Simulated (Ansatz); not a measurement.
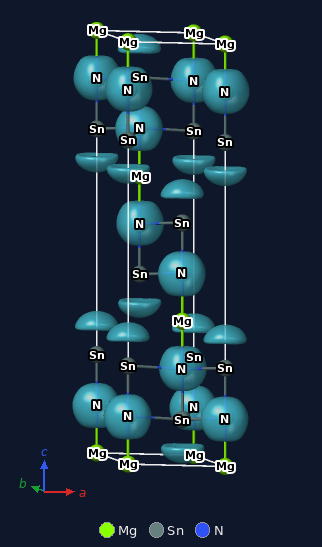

The picture shows: MgSn2N2. Isosurface of the electron localisation function at 0.6 (cyan), seen slightly off an axis. Core shells and regions of very low density are left out. Sticks mark near contacts.

Space group R-3m; a structure generated by program, which may or may not match a known phase.

Computed with Ansatz, DFT PBE, scalar-relativistic, plane waves, PAW.

In a PAW calculation such maps are meaningful between the atoms, not at the nuclei.

```
Mg Sn N
1.0
     4.18066    0.00000    0.00000
    -2.09033    3.62056    0.00000
     0.00000    0.00000   17.96212
Mg Sn N
3 6 6
Direct
  0.00000 0.00000 0.00000
  0.66667 0.33333 0.33333
  0.33333 0.66667 0.66667
  0.00000 0.00000 0.23283
  0.66667 0.33333 0.56616
  0.33333 0.66667 0.89950
  0.66667 0.33333 0.10050
  0.33333 0.66667 0.43384
  0.00000 0.00000 0.76717
  0.00000 0.00000 0.11349
  0.66667 0.33333 0.44683
  0.33333 0.66667 0.78016
  0.66667 0.33333 0.21984
  0.33333 0.66667 0.55317
  0.00000 0.00000 0.88651
```

### Identify the bonds, lone pairs and shells in this picture.

The surface consists of six lobes on Sn, pointing away from the bonds (lone pairs) and six regions wrapped around N (the valence shell of each), counted in one cell of 15 atoms. Any copies at cell faces, edges or corners count once. Profiles from the grid: Mg–N (2.04 Å): the ELF peaks at about 0.85 in the valence shell of N, 0.7 Å from its nucleus, and falls to about 0.05 next to Mg; an ionic contact with no shared pair. Sn–N (2.14 Å): the ELF peaks at about 0.85 in the valence shell of N, 0.7 Å from its nucleus, and is about 0.35 at the midpoint.

### Does the calculation make it a metal, or give it a gap?

It is gapped, with a Kohn–Sham gap of 0.74 eV on the k-point mesh (the band edges may lie off the mesh, which would make the gap smaller).
